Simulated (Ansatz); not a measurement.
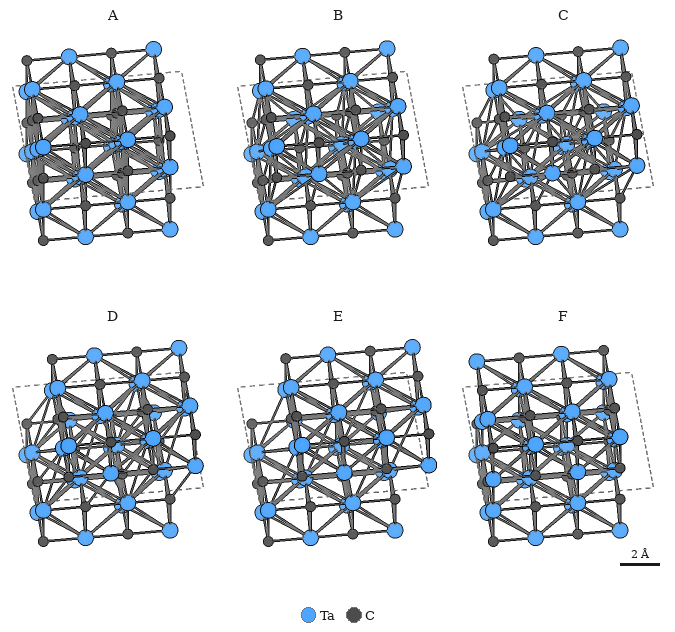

Frames of a one-coordinate scan of crystalline Ta4C3 (Pm-3m). A ball-and-stick model of the layers on both sides of the dashed plane, seen obliquely from above.

All numbers below come from DFT PBEsol, scalar-relativistic, plane waves, PAW (Ansatz). Set-up: plane-wave cutoff 420 eV; k-point mesh 9 × 9 × 5; occupations gaussian; smearing width 0.15 eV; no spin polarisation. Energies (free energies at the smearing named) are counted from the relaxed crystal.

Which coordinate changes from frame to frame?

Answer. The crystal above a cut along the (1 0 0) plane of the conventional cell (between a plane of C/Ta below and one of C/Ta above, 2.20 Å apart) is slid rigidly by fractions of an in-plane lattice vector 4.40 Å long (a generalised stacking fault). In the frames the slip is 0.00 (A), 0.10 (B), 0.20 (C), 0.30 (D), 0.40 (E), 0.50 (F). One cut stands in each cell, which starts 8.8 Å high; nothing is relaxed, and the dashed outline marks the cut. Their energies are 0 mJ/m², 591 mJ/m², 2230 mJ/m², 4763 mJ/m², 7653 mJ/m², 9046 mJ/m².
